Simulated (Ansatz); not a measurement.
**Energy of Pd along an even scaling of the cell**

System: Pd (P6/mmm, 3 atoms in the cell).
Method: DFT, revPBE, plane waves (420 eV) with PAW, scalar-relativistic, spin-polarised (Ansatz 0.2.0).

The 6 runs differ only in the geometry, by an even scaling of the cell at fixed fractional positions.

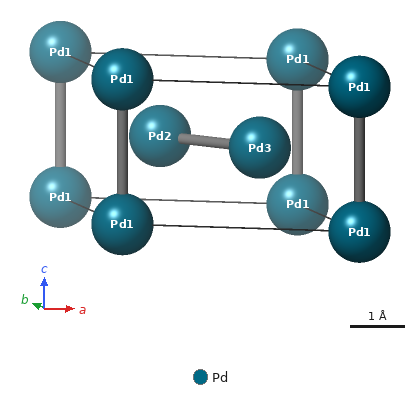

Figure 1. The structure of run 4 (ball-and-stick view of the cell of the calculation, seen slightly off an axis; atoms are numbered from 1 in the order of the input).

## Input of run 4
```yaml
crystal:
  lattice:
    - [4.5975159792, 0.0, 0.0]
    - [-2.2987579896, 3.9815656323, 0.0]
    - [0.0, 0.0, 2.7266771932]
  atoms:
    - { symbol: Pd, position: [1.0, 0.0, 0.0], spin: 0.5 }
    - { symbol: Pd, position: [0.3333333333, 0.6666666667, 0.5], spin: 0.5 }
    - { symbol: Pd, position: [0.6666666667, 0.3333333333, 0.5], spin: 0.5 }
hamiltonian:
  xc: revpbe
  pseudopotentials:
    kind: paw
    azcp:
      Pd: "pseudopotentials/Pd.paw.azcp"
basis:
  ecutwfc: 420
  fft_grid_basis: typed
kpoints:
  mp_grid: { grid: [9, 9, 13], shift: [0, 0, 0] }
magnetization:
  spin_polarized: true
scf:
  occupations: { method: fermi_dirac, width: 0.05 }
  lower_state_search: "off"
output:
  stress: true
```

Lattice vectors (Å) and fractional positions of run 4:
```
   4.597516    0.000000    0.000000
  -2.298758    3.981566    0.000000
   0.000000    0.000000    2.726677
Pd  1.000000  0.000000  0.000000
Pd  0.333333  0.666667  0.500000
Pd  0.666667  0.333333  0.500000
```

Run 2 differs from it as follows:
```diff
-    - [4.5975159792, 0.0, 0.0]
-    - [-2.2987579896, 3.9815656323, 0.0]
-    - [0.0, 0.0, 2.7266771932]
+    - [4.4134147627, 0.0, 0.0]
+    - [-2.2067073814, 3.8221293019, 0.0]
+    - [0.0, 0.0, 2.6174911478]
```

## Results, with one run withheld

| run | volume per atom (Å³) | free energy per atom, from the lowest run given (meV) | pressure (GPa) |
| --- | --- | --- | --- |
| 1 | 14.078 | 139.95 | 26.62 |
| 2 | 14.718 | ? | ? |
| 3 | 15.998 | 0.00 | 0.17 |
| 4 | 16.638 | 9.93 | −4.92 |
| 5 | 17.277 | 37.71 | −8.82 |
| 6 | 17.917 | 79.10 | −11.77 |

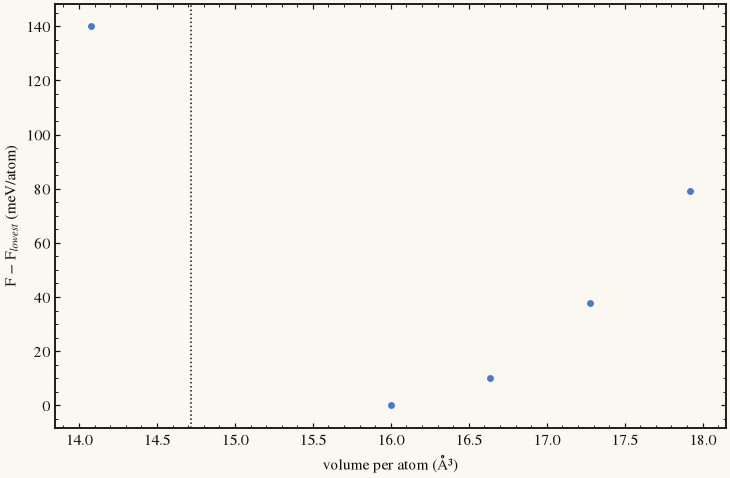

Figure 2. Free energy per atom of the runs given; the dotted line marks run 2.

What should run 2 give?

A cubic polynomial in V^(−2/3) (the Birch–Murnaghan form), fitted to the 5 runs given, misses them by at most 0.02 meV per atom. With x = V^(−2/3) − 0.15563 Å⁻², it reads F = 1.9726 − 2259.6 x + 6.3594e+05 x² + 3.3356e+06 x³ (meV per atom). At run 2 it gives 56.93 meV per atom, and the run itself gives 56.96. The slope of the fit gives a pressure −dF/dV of 15.42 GPa there, and the run prints 15.42 GPa. The fit has its minimum at 16.016 Å³ per atom, where V d²F/dV² gives 144 GPa. Cell shape and fractional positions are held, so this is the stiffness under even scaling; the relaxed bulk modulus wasn't computed.

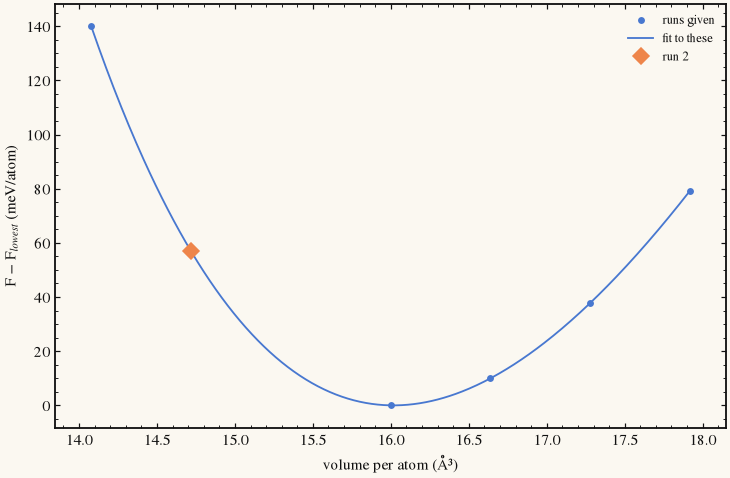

Figure 3. The fit and the withheld run.

## Output, shortened to warnings, some set-up lines, iterations and results (run 2)
```
WARN: the starting moments were not kept: the SCF closed with an absolute magnetisation of 1.8e-4 μB, where they sum to 1.5 μB in size (3 sites). That is at most 0.1 of that sum. Measured as dr2_m measures the in/out step, that magnetisation stands 8.6e-9 eV from none, at or under the dr2_threshold of 1.0e-7 eV: it is no larger than a step whose dr2_m would equal this threshold. The system may …
Basis set: ecut = 420 eV, 879 PW (Γ)
Symmetry: 24 space group operations
k-points: 84 of 1053
Initial density: superposition of atomic densities (chi_scale 0.1, normalization cell)
[...]
SCF iter   1: F=—  HF=-20936.894616 eV  |F-HF|=—  |Δ(HF+E_count)|=         —  Δρ=8.20e-2 (↑8.20e-2 ↓6.44e-2)  dr2=9.19e0  dr2_m=7.28e-2  M=0.980 μB ∫|m|=0.994 μB  β_m=0.30  …
SCF iter   2: F=—  HF=-20935.343615 eV  |F-HF|=—  |Δ(HF+E_count)|=    1.55e0  Δρ=4.98e-2 (↑4.98e-2 ↓3.84e-2)  dr2=3.26e0  dr2_m=4.05e-2  M=0.934 μB ∫|m|=0.957 μB  β_m=0.30  …
SCF iter   3: F=—  HF=-20934.558444 eV  |F-HF|=—  |Δ(HF+E_count)|=   7.85e-1  Δρ=1.98e-2 (↑1.39e-2 ↓1.98e-2)  dr2=2.51e-1  dr2_m=3.62e-2  M=0.812 μB ∫|m|=0.848 μB  β_m=0.30  …
SCF iter   4: F=—  HF=-20934.601359 eV  |F-HF|=—  |Δ(HF+E_count)|=   4.29e-2  Δρ=2.27e-2 (↑1.49e-2 ↓2.27e-2)  dr2=6.76e-1  dr2_m=3.44e-2  M=0.732 μB ∫|m|=0.778 μB  β_m=0.30  …
SCF iter   5: F=—  HF=-20934.569608 eV  |F-HF|=—  |Δ(HF+E_count)|=   3.18e-2  Δρ=6.15e-3 (↑6.15e-3 ↓5.66e-3)  dr2=6.89e-3  dr2_m=1.27e-2  M=0.749 μB ∫|m|=0.790 μB  β_m=0.30  …
[... 13 lines ...]
SCF iter  19: F=—  HF=-20934.579271 eV  |F-HF|=—  |Δ(HF+E_count)|=   3.35e-7  Δρ=2.78e-5 (↑2.78e-5 ↓1.30e-5)  dr2=1.06e-6  dr2_m=4.34e-8  M=0.008 μB ∫|m|=0.008 μB  β_m=0.78  …
SCF iter  20: F=-20934.579271 eV  HF=-20934.579271 eV  |F-HF|=7.48e-8  |Δ(HF+E_count)|=   5.52e-8  Δρ=9.67e-6 (↑9.67e-6 ↓5.69e-6)  dr2=8.39e-8  dr2_m=1.04e-8  M=0.005 μB …
SCF iter  21: F=-20934.579271 eV  HF=-20934.579271 eV  |F-HF|=6.41e-9  |Δ(HF+E_count)|=   6.66e-8  Δρ=3.38e-6 (↑3.38e-6 ↓2.73e-6)  dr2=8.26e-9  dr2_m=3.67e-10  M=0.001 μB …
SCF iter  22: F=-20934.579271 eV  HF=-20934.579271 eV  |F-HF|=1.35e-9  |Δ(HF+E_count)|=  2.62e-10  Δρ=1.11e-6 (↑1.11e-6 ↓1.10e-6)  dr2=1.61e-9  dr2_m=3.29e-11  M=-0.000 μB …
SCF 1 converged in 22 iterations: F = -20934.579271 eV  dr2 = 1.61e-9
SCF converged after 22 iterations
Magnetization: -0.0002 μB (26.9999 up, 27.0001 down)
Absolute magnetization: 0.0002 μB (∫|ρ↑−ρ↓|, with the PAW one-centre terms)
Spin contamination: 0.0000 ħ² per cell (⟨S²⟩ above its minimum at these occupations)
Per-site moments (μB) at R_I (Å): [(-5.6597189161220535e-5, 1.0797150984675001), (-6.031097658206982e-5, 1.051085558027377), (-6.031097658206981e-5, 1.051085558027377)]
Free energy (F): -20934.579271 eV
Harris-Foulkes:  -20934.579271 eV  (|F-HF|=1.35e-9)
Internal energy: -20934.523830 eV  (E = F + TS)
E sigma→0 (E₀):  -20934.551551 eV
Entropy (-TS):   -0.055442 eV (-18.481 meV/atom)
Fermi energy:    19.953038 eV
--- Per-component energies (eV) ---
  E_band       = -401.424049
  E_kinetic    = 1544.820135
  E_local      = -5265.404032  (includes V_loc(G=0)·N_el)
  E_nonlocal   = 650.142378
  E_hartree    = 2146.716114
  E_xc         = -507.572875
  E_vxc        = -636.300218  (∫ρ·V_xc dr)
  E_paw        = -11267.633449  (= ΣΔE_a)
  E_vpaw       = -988.113402  (= ΣTr[D̂ρ^β])
  E_aug_tail   = 0.000563  (compensation charges beyond the density's cutoff)
  E_ewald      = -8235.358179
  E_core_change = -0.234485  (= ΣΔE_core)
  E_smearing   = -0.055442  (= −TS)
  E_closure    = 0.000000  (closes the sum)
  Σ components = -20934.579271   (vs F -20934.579271, Δ=0.00e0)
--- Stress (GPa, compression-positive) ---
       15.221522       0.000000      -0.000000
        0.000000      15.221522      -0.000000
       -0.000000      -0.000000      15.823168
  P = ⅓ Tr σ = 15.4221 GPa (154.221 kbar)
```
